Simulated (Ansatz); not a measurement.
Single-point calculation of TaN (part 2 of 2)

The same run, continued: TaN (P-62m, 6 atoms in the cell); DFT PBEsol+U+J, scalar-relativistic, plane waves, PAW, U = 2 eV, J = 0.9 eV on Ta atom 1 d; U = 2 eV, J = 0.9 eV on Ta atom 2 d; U = 2 eV, J = 0.9 eV on Ta atom 3 d, spin-polarised (Ansatz 0.2.0); cutoff 420 eV, 4×4×6 k-mesh, Gaussian smearing of 0.05 eV, collinear spins. The structure derives from an entry of the Crystallography Open Database. It belongs to a series of runs on one base structure; here: antiferromagnetic start, free.

Geometry of the input (Å; fractional positions):
```
5.1960  0.0000  0.0000
-2.5980  4.4999  0.0000
0.0000  0.0000  2.9110
Ta 0.3333  0.6667  0.5000
Ta 0.6667  0.3333  0.5000
Ta 0.0000  0.0000  0.0000
N  0.3928  0.0000  0.0000
N  0.6071  0.6071  0.0000
N  -0.0000  0.3928  0.0000
```

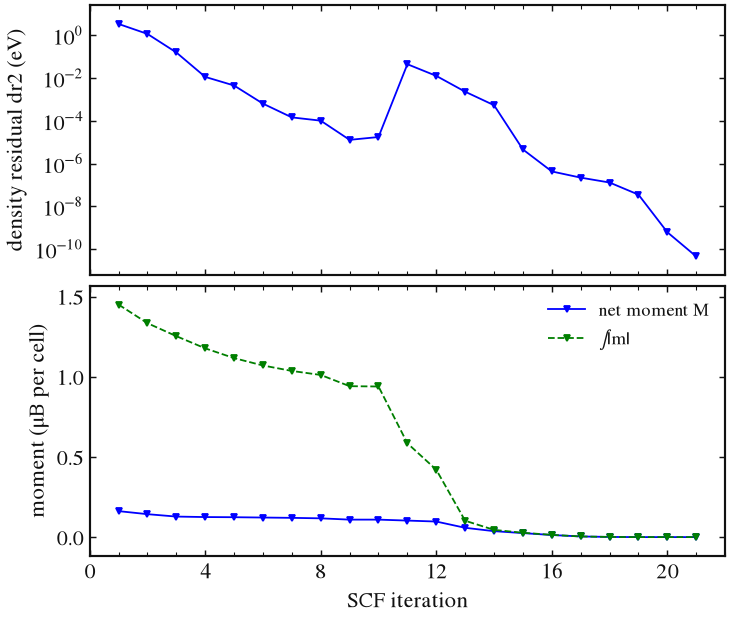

Fig. 1: Convergence of the self-consistent field: density residual dr2 and magnetic moment against the SCF iteration. The residual comes down, with one marked jump up, by a factor of about 2.5 × 10³, at step 11. The net moment goes from 0.2 to 0.0 μB per cell, and ∫|m| falls to zero.

```
SCF converged after 21 iterations
Magnetization: 0.0000 μB (27.0000 up, 27.0000 down)
Absolute magnetization: 0.0000 μB (∫|ρ↑−ρ↓|, with the PAW one-centre terms)
Spin contamination: 0.0000 ħ² per cell (⟨S²⟩ above its minimum at these occupations)
Per-site moments (μB) at R_I (Å): [(1.0070110014670993e-6, 0.892213750721576), (3.777647654158894e-7, 0.892213750721576), (1.1577568982861594e-6, 0.8420150719977306), (-3.976509737132005e-7, 0.8420150719977306), (-2.3262622800010796e-8, 0.8420150719977306), (-4.0127122079631645e-7, 0.8420150719977306)]
Free energy (F): -30559.100382 eV
Harris-Foulkes:  -30559.100382 eV  (|F-HF|=3.27e-11)
Internal energy: -30559.096826 eV  (E = F + TS)
E sigma→0 (E₀):  -30559.098604 eV
Entropy (-TS):   -0.003556 eV (-0.593 meV/atom)
Fermi energy:    19.722157 eV
--- Per-component energies (eV) ---
  E_band       = -223.858304
  E_kinetic    = 1496.172925
  E_local      = -2035.511098  (includes V_loc(G=0)·N_el)
  E_nonlocal   = 188.346432
  E_hartree    = 687.047799
  E_xc         = -832.603334
  E_vxc        = -843.557655  (∫ρ·V_xc dr)
  E_hubbard    = 3.836550  (on-site DFT+U / exact-exchange correction)
  E_vhub       = 1.512115  (the Hubbard potential's part of the band-sum identity)
  E_paw        = -25186.206444  (= ΣΔE_a)
  E_vpaw       = -404.917479  (= ΣTr[D̂ρ^β])
  E_aug_tail   = 0.000824  (compensation charges beyond the density's cutoff)
  E_ewald      = -4880.905716
  E_core_change = 0.725236  (= ΣΔE_core)
  E_smearing   = -0.003556  (= −TS)
  E_closure    = -0.000000  (closes the sum)
  Σ components = -30559.100382   (vs F -30559.100382, Δ=0.00e0)
--- DFT+U+J on-site energies (Liechtenstein; fll double counting; per corrected site; eV) ---
  site 0 (l=d): U=2.0000  J=0.9000  Tr N=3.6960  E_int=9.821212  E_dc=8.554016  E_U=1.267196
  site 1 (l=d): U=2.0000  J=0.9000  Tr N=3.6960  E_int=9.821215  E_dc=8.554019  E_U=1.267196
  site 2 (l=d): U=2.0000  J=0.9000  Tr N=3.8098  E_int=10.455538  E_dc=9.153380  E_U=1.302158
--- Specified on-site occupations, and those of the state reported ---
  electrons in the specified blocks: 6.3000 specified, 11.2018 found
  site 2 (l=d) ↑: largest change of an orbital's occupation 0.6098; electrons 2.0000 specified, 1.9049 found; spectral distance 0.9749
  site 1 (l=d) ↓: largest change of an orbital's occupation 0.5822; electrons 2.0000 specified, 1.8480 found; spectral distance 0.9586
  site 0 (l=d) ↑: largest change of an orbital's occupation 0.5822; electrons 2.0000 specified, 1.8480 found; spectral distance 0.9586
  site 2 (l=d) ↓: largest change of an orbital's occupation 0.4589; electrons 0.1000 specified, 1.9049 found; spectral distance 0.8146
  site 1 (l=d) ↑: largest change of an orbital's occupation 0.4271; electrons 0.1000 specified, 1.8480 found; spectral distance 0.7901
  site 0 (l=d) ↓: largest change of an orbital's occupation 0.4271; electrons 0.1000 specified, 1.8480 found; spectral distance 0.7901
--- Forces (eV/Å), atoms counted from 1 ---
  atom   1  Ta     0.00000119     0.00000331     0.00000000
  atom   2  Ta     0.00000235    -0.00000432     0.00000000
  atom   3  Ta    -0.00000394     0.00000145    -0.00000000
  atom   4  N     -0.01464359    -0.00000003    -0.00000000
  atom   5  N      0.00732162     0.01268223     0.00000000
  atom   6  N      0.00732192    -0.01268217     0.00000000
  max |Σ_I F_I| component: 4.64e-7 eV/Å
--- Stress (GPa, compression-positive) ---
       -2.602841      -0.000000      -0.000000
       -0.000000      -2.602847       0.000000
       -0.000000       0.000000      -3.213575
  P = ⅓ Tr σ = -2.8064 GPa (-28.064 kbar)
--- Band table (eV; the first three rows and the last of 80) ---
  k-point 0 ↑: bands = ["-49.7765", "-49.7310", "-49.1706", "-16.6018", "-16.6018", "-16.2509", "-16.2509", "-16.0563", "-15.9470", "-15.8270", "-15.8270", "-15.2232", "1.3174", "4.0782", "4.0782", "10.2129", "13.0591", "13.0591", "13.1054", "13.9145", "13.9145", "14.5945", "14.5945", "15.3861", "16.2872", "17.6855", "18.7214", "18.7214", "20.3176", "20.3176", "21.4220", "21.5591", "21.5591", "22.1337", "22.9193", "22.9193"]
  k-point 1 ↑: bands = ["-49.7652", "-49.7203", "-49.1616", "-16.5648", "-16.5648", "-16.2813", "-16.2108", "-16.2108", "-16.1484", "-15.8252", "-15.8252", "-15.3958", "1.8250", "3.9475", "3.9475", "11.1030", "12.6082", "12.6082", "13.3230", "13.7509", "13.7509", "14.2926", "14.4318", "14.4318", "17.3018", "18.0074", "18.0074", "18.8417", "21.1387", "21.1387", "21.6241", "21.6241", "21.8691", "22.6234", "23.1721", "23.1721"]
  k-point 2 ↑: bands = ["-49.7422", "-49.6987", "-49.1419", "-16.7076", "-16.5334", "-16.4905", "-16.4905", "-16.1225", "-16.1225", "-15.8296", "-15.8296", "-15.7289", "2.9593", "3.6622", "3.6622", "11.5836", "11.9608", "11.9608", "12.9442", "12.9442", "13.0880", "14.7020", "14.7020", "14.8759", "17.3318", "17.3319", "19.8151", "21.2134", "21.2134", "21.4870", "21.9054", "21.9054", "23.0413", "23.1051", "23.1051", "23.7682"]
  k-point 39 ↓: bands = ["-49.7150", "-49.7019", "-49.1303", "-16.8727", "-16.7830", "-16.4817", "-16.3846", "-16.1710", "-16.0408", "-15.8605", "-15.8390", "-15.8103", "3.2625", "3.6383", "3.9564", "10.9869", "11.8200", "11.9675", "12.0376", "12.6893", "13.3647", "14.1861", "14.9007", "15.6254", "16.4405", "17.6918", "18.7597", "20.1687", "20.9705", "22.9182", "22.9196", "23.0195", "23.3201", "23.8933", "24.4925", "25.1193"]
Occupation matrices written to [file]
--- Löwdin populations: 6 sites ---
  site symbol       q [e]    m [muB]
     0     Ta     12.1485     0.0000
     1     Ta     12.1485     0.0000
     2     Ta     12.3866     0.0000
     3      N      5.6755    -0.0000
     4      N      5.6755    -0.0000
     5      N      5.6755    -0.0000
  spilling = 0.005369 (of n_electrons = 54.000000)
--- Occupation matrices: 3 shells (run DFT+U table (all-electron-ortho-atomic); ε = 7.56e-4) ---
  Ta0 d_5D: site group C3h (-6)
  Ta0 d_5D up     Tr n = 1.8480  λ = 0.313 0.313 0.388 0.388 0.447  [2× xz 0.50 E''(1.00) | 2× x2-y2 0.50 E'(1.00) | z2 1.00 A'(1.00)]
  Ta0 d_5D dn     Tr n = 1.8480  λ = 0.313 0.313 0.388 0.388 0.447  [2× xz 0.50 E''(1.00) | 2× x2-y2 0.50 E'(1.00) | z2 1.00 A'(1.00)]
  specified occupation → Ta0 d_5D up: matrix, ‖Δ‖_F = 0.9586, Tr Δ = +0.1520, displaced = 1.0291, d_λ = 0.9586; orbital distance = 0.7071
  specified occupation → Ta0 d_5D dn: matrix, ‖Δ‖_F = 0.7901, Tr Δ = -1.7480, displaced = 0.8740, d_λ = 0.7901; orbital distance = 0.0000
  Ta1 d_5D: site group C3h (-6)
  Ta1 d_5D up     Tr n = 1.8480  λ = 0.313 0.313 0.388 0.388 0.447  [2× xz 0.50 E''(1.00) | 2× x2-y2 0.50 E'(1.00) | z2 1.00 A'(1.00)]
  Ta1 d_5D dn     Tr n = 1.8480  λ = 0.313 0.313 0.388 0.388 0.447  [2× xz 0.50 E''(1.00) | 2× x2-y2 0.50 E'(1.00) | z2 1.00 A'(1.00)]
  specified occupation → Ta1 d_5D up: matrix, ‖Δ‖_F = 0.7901, Tr Δ = -1.7480, displaced = 0.8740, d_λ = 0.7901; orbital distance = 0.0000
  specified occupation → Ta1 d_5D dn: matrix, ‖Δ‖_F = 0.9586, Tr Δ = +0.1520, displaced = 1.0291, d_λ = 0.9586; orbital distance = 0.7071
  Ta2 d_5D: site group D3h (-6m2)
  Ta2 d_5D up     Tr n = 1.9049  λ = 0.353 0.353 0.360 0.360 0.479  [2× x2-y2 0.50 E'(1.00) | 2× xz 0.50 E''(1.00) | z2 1.00 A1'(1.00)]
  Ta2 d_5D dn     Tr n = 1.9049  λ = 0.353 0.353 0.360 0.360 0.479  [2× x2-y2 0.50 E'(1.00) | 2× xz 0.50 E''(1.00) | z2 1.00 A1'(1.00)]
  specified occupation → Ta2 d_5D up: matrix, ‖Δ‖_F = 0.9749, Tr Δ = +0.0951, displaced = 1.0534, d_λ = 0.9749; orbital distance = 0.7071
  specified occupation → Ta2 d_5D dn: matrix, ‖Δ‖_F = 0.8146, Tr Δ = -1.8049, displaced = 0.9024, d_λ = 0.8146; orbital distance = 0.0000
  Tr n, λ and their labels are of the run-group-symmetrised matrices; stabiliser: 24 of 24 elements of G0×{1,Θ} (closed), max defect 5.7e-6 at τ = 1.6e-4
```

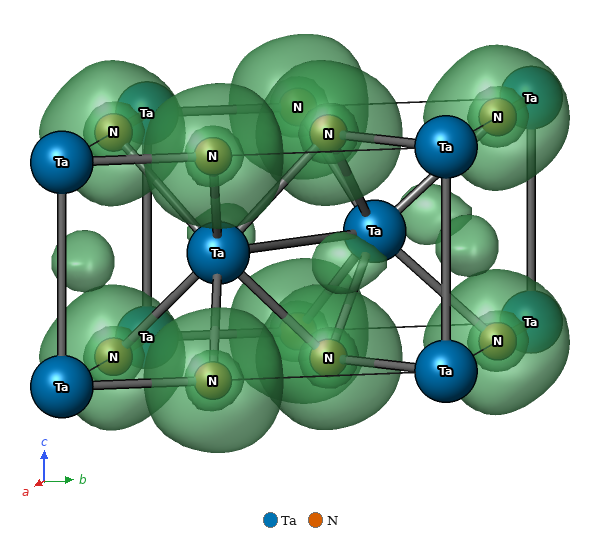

Fig. 2: Isosurface of the electron localisation function at 0.6 (green), seen slightly off an axis. Only the valence region is drawn (cores and ρ < 0.01 e/Å³ removed). Sticks mark near contacts. The outline is the cell set on symmetry axes. Values along the shortest contacts: Ta–N (2.04 Å): the ELF is about 0.30 at the midpoint (a polar contact without a shared pair, in a metal). Ta–Ta (2.91 Å): the ELF is about 0.25 at the midpoint (no localised pair between them). Core electrons are frozen (PAW), so the fields are smoothed inside the atomic spheres.

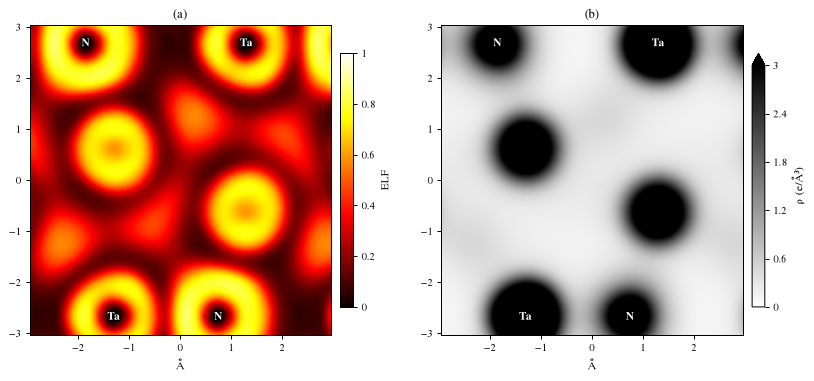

Fig. 3: (a) electron localisation function; (b) valence charge density (pseudo) on the (101) plane of the conventional cell. Atoms in the plane: Ta and N. Ta–N (2.04 Å): ρ is about 0.87 e/Å³ halfway; the ELF is about 0.30 at the midpoint; no shared pair; the contact is polar. Away from the nuclei the density in this plane falls to 0.12 e/Å³ at its lowest. The strong features right at Ta lie inside the PAW spheres (semicore, d or f shells) and say nothing about bonding.
